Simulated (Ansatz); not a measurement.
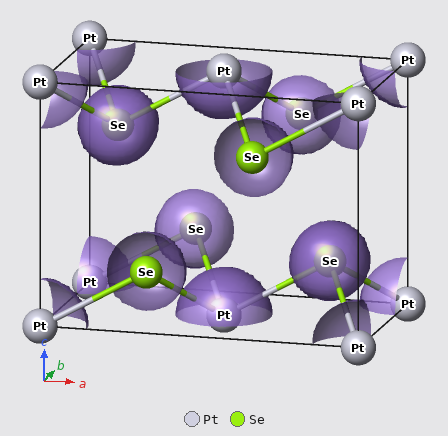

Figure. PtSe2. Isosurface of the valence pseudo-density at 1 e/Å³ (purple), seen slightly off an axis. Sticks mark near contacts.

Space group C2/m; changed on purpose from its base cell (strain +0.0300 x Voigt [0, 1, 0, 0, 0, 0], atoms carried along); computed pressure about −2 GPa in this cell.

The calculation used Ansatz 0.2.0, DFT PBEsol, scalar-relativistic, plane waves, PAW.

In a PAW calculation such maps are meaningful between the atoms, not at the nuclei.

```
Pt Se
1.0
     0.00000    6.64366    0.00000
    -3.72400    0.00000    0.00000
     0.00000    0.00000    5.06200
Pt Se
2 4
Cartesian
  0.0000 0.0000 0.0000
  -1.8620 3.3218 0.0000
  0.0000 2.2145 1.2655
  -1.8620 5.5364 1.2655
  -1.8620 1.1073 3.7965
  0.0000 4.4291 3.7965
```

How is the density connected at this value?

At this value the density breaks into separate islands; it holds about 70 % of the electrons treated as valence (semicore included). It bridges none of the near contacts. It is pinched off along the sampled Pt–Se (2.51 Å) and Pt–Se (2.55 Å) contacts. On the grid the lowest density along these lines, outside the cores, is 0.58 e/Å³ (Pt–Se, 2.51 Å) and 0.54 e/Å³ (Pt–Se, 2.55 Å).
